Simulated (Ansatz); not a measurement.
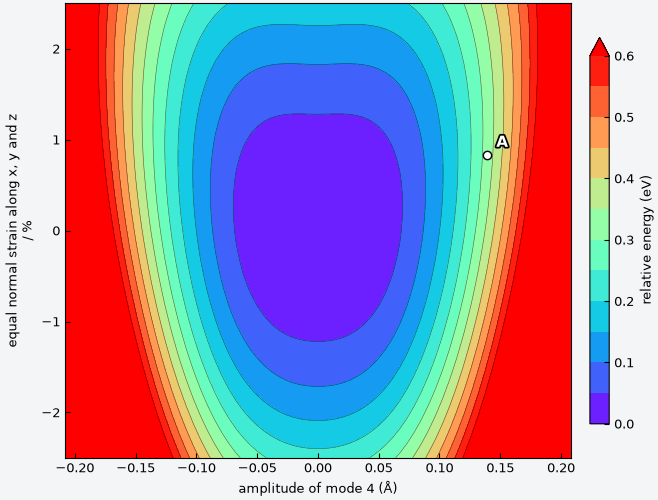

Re (P6_3/mmc, No. 194; 2 atoms in the cell). The energy is mapped over a normal mode and a strain (zone-centre modes of the 2-atom cell of this scan) (x along [1 0 0], y along [1 2 0], z along [0 0 1] of the conventional cell). First axis: amplitude of mode 4 (100 cm⁻¹), largest displacement in the unstrained cell. Second axis: equal normal strain along x, y and z. Nothing is relaxed (the pattern is fixed in fractional coordinates). Grid: 7 × 7 points; 28 points were computed and 21 follow by symmetry. Points are written as (first, second). All energies are given in eV per cell relative to the lowest grid point. Method: DFT PBEsol, scalar-relativistic, plane waves, PAW (Ansatz 0.2.0). Settings: cutoff 420 eV, k-mesh 18×18×10 in the order of the run's cell vectors, gaussian smearing 0.15 eV, no spin polarisation.

Drawn: filled contours, one colour for all values above the top of the scale, the point A. Between grid points the surface is interpolated.

Is A at rest? If not, where is it pushed?

Answer. A, at (0.139 Å, 0.83 %), is not a stationary point. The computed force is 6.3 eV for each Å towards smaller values of the first coordinate and 0.02 eV for each 1 % towards larger values of the second coordinate.
